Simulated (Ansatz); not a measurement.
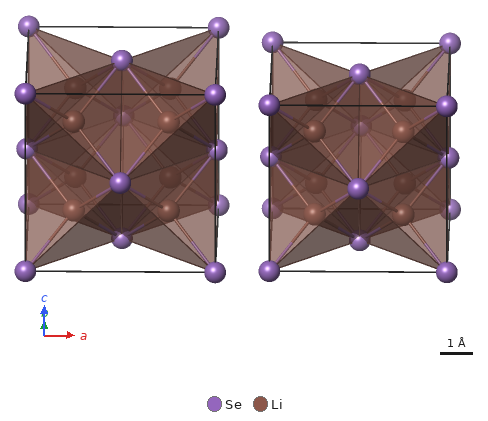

Two geometries of solid Li2Se (built on the antifluorite type), drawn at one scale. One is the start of a relaxation, the other its converged end. A polyhedral model of the conventional cell (4 times the calculation's cell), seen from a free direction. Lengths and directions refer to the drawn axes.

Computed with Ansatz 0.2.0, DFT, PBE, plane waves, PAW. (plane-wave cutoff 420 eV; k-point mesh 8 × 8 × 8; occupations fermi dirac; smearing width 0.02 eV; no spin polarisation; cell and atoms relaxed; force threshold 0.005 eV/Å)

Question: Which of the two is the end point?

Answer: The left one is the relaxed one. After 3 accepted moves (4 points after the start) the energy has fallen by 87.1 meV per atom. All forces vanish by symmetry, so only the cell relaxes. Pressure: 10.00 GPa at the start and −0.01 GPa at the end. At 1 point the geometry stayed and the basis and grid were re-selected for the new cell (energy shift of 0.1 meV per atom at most each time). No atom moves by more than 0.005 Å relative to the cell. Cell: a = b = c 5.617 → 6.007 Å (+6.9 %). Volume +22.3 %. Some distances before and after: Li–Se 2.432 → 2.601 Å. The space group stays Fm-3m (No. 225). Cost: 6.1 s on 2 threads of Arm Neoverse N1 (shared host), peak memory 0.33 GiB.
